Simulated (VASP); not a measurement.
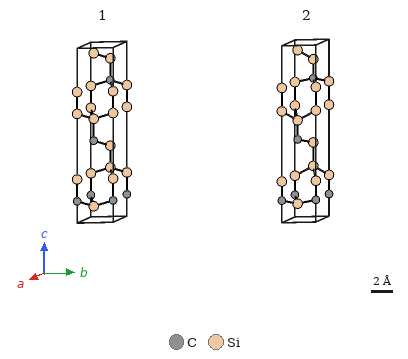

Two geometries of crystalline Si₃C (a generated structure, set up in R3m), drawn at one scale. One is the start of a relaxation, the other its converged end. Style: ball-and-stick. Shown: the conventional cell (3 times the calculation's cell), slightly off an axis. Lengths and directions refer to the drawn axes.

Level of theory: Kohn-Sham DFT of a periodic cell, LDA, VASP PAW LDA potentials, recommended (VASP 6.6.1). Settings: plane-wave cutoff 300 eV; k-point mesh 4 × 4 × 4; occupations gaussian; smearing width 0.02 eV; no spin polarisation.

Question: Which one is relaxed?

Answer: Structure 2 is the relaxed one. The run lets cell and atoms move. After 14 geometry steps the energy has fallen by 322 meV per atom. Largest force component: 2.7 eV/Å at the start, 0.0023 eV/Å at the end. The pressure goes from −1.99 to −0.01 GPa. A Si atom moves most relative to the cell: 0.30 Å along −c. C stays in place. The volume changes by −9.0 %, with a = b 3.517 → 3.333 Å (−5.2 %), c 17.232 → 17.456 Å (+1.3 %). Some distances before and after: Si–Si 3.517 → 3.073 Å, C–Si 2.154 → 1.881 Å, C–Si 2.154 → 1.992 Å, Si–Si 2.154 → 2.315 Å. Among the angles between lasting bonds that change: Si–Si–Si 109.5° → 97.3°, Si–Si–Si 109.5° → 119.9°, C–Si–Si 109.5° → 119.9°. The space group stays R3m (No. 160).
